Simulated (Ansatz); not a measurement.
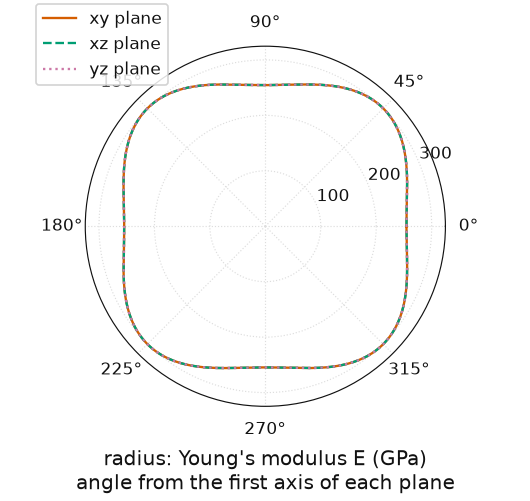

Plotted: Young's modulus as a function of direction in the xy, xz and yz planes.

Computed with Ansatz 0.2.0: elastic stress-strain coefficients at zero temperature from small strains of the given cell, Voigt order xx yy zz yz xz xy, Cartesian axes of the cell vectors; plane waves with PAW datasets, Γ-centred k mesh. Level: r2SCAN, no spin polarisation.

For which of these solids was it computed?
A. Ta₂C, P-3m1 (No. 164), 13.8 Å³/atom, ions relaxed
B. AlCu₃, Fm-3m (No. 225), 12.1 Å³/atom, ions relaxed
C. BaTiO₃, Pm-3m (No. 221), 12.7 Å³/atom, ions relaxed

C, BaTiO₃: E along x, y, z: 255, 255, 255 GPa. The others give: Ta₂C, E along x, y, z: 394, 394, 464 GPa; AlCu₃, E along x, y, z: 21, 21, 21 GPa.

For AlCu₃, limits of the calculation: metal sensitive to the k mesh.

For BaTiO₃, limits of the calculation: cell is a saddle point at the zone centre.

For Ta₂C, limits of the calculation: metal sensitive to the k mesh.
